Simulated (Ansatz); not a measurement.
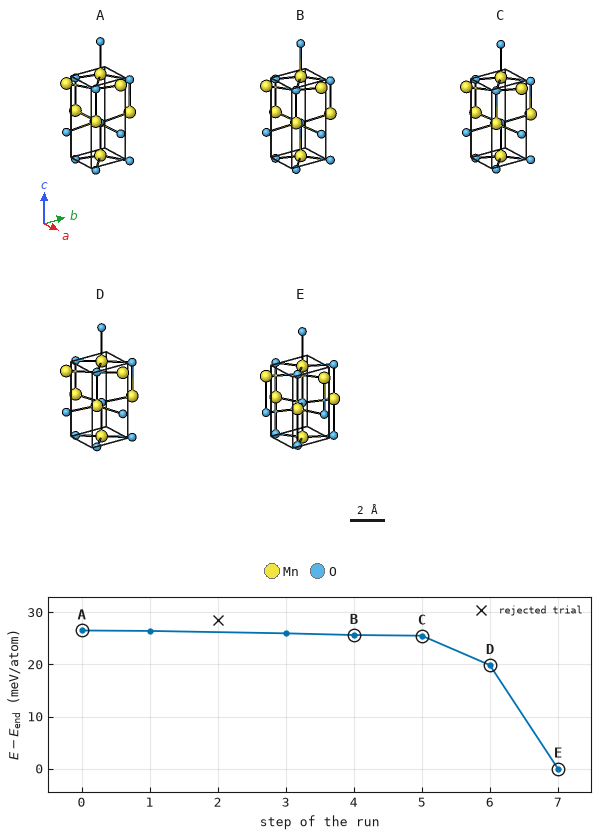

Frames of a relaxation of crystalline MnO (set up in P6_3mc), marked on the history of the run. A ball-and-stick model of the cell of the calculation, seen slightly off an axis.

Case: volume × 0.91, shape and atoms relaxed.

Theory: DFT PBEsol, scalar-relativistic, plane waves, PAW in Ansatz 0.2.0. Settings: plane-wave cutoff 420 eV; k-point mesh 12 × 12 × 8; occupations gaussian; smearing width 0.1 eV; collinear spin; cell relaxed at fixed volume; force threshold 0.01 eV/Å; at most 30 steps.

**What happens along the run?**

The run was cut off at its time limit before the relaxation converged, so the last structure is only a point on the way. The energy falls by 26.5 meV per atom in 6 accepted moves (7 points after the start). The largest force component goes from 0.041 to 0.19 eV/Å. Pressure: 11.91 GPa at the start and 2.30 GPa at the end. The line search rejected the trial step at point 2 of the run. The largest moves relative to the cell, 0.19 Å, are those of Mn and O atoms. By element the largest moves are O 0.19 Å, Mn 0.19 Å. The drawn cell changes at constant volume: a = b 3.323 → 3.554 Å (+6.9 %), c 5.042 → 4.409 Å (−12.6 %). Near-neighbour distances that change, for instance: Mn–O 3.019 → 2.265 Å, Mn–O 2.023 → 2.144 Å, Mn–O 1.982 → 2.053 Å. New bonds form, among them: Mn–O (3.02 → 2.26 Å). Bond angles that change, for instance: O–Mn–O 104.6° → 91.7°, Mn–O–Mn 104.6° → 91.7°, O–Mn–O 113.9° → 119.9°. The space group stays P6_3mc (No. 186). From step 0 to 4: Mn and O atoms move most (0.03 Å), energy −0.9 meV per atom. From step 4 to 5: energy −0.1 meV per atom. From step 5 to 6: Mn and O atoms move most (0.07 Å), energy −5.6 meV per atom. From step 6 to 7: Mn and O atoms move most (0.08 Å), energy −19.9 meV per atom.
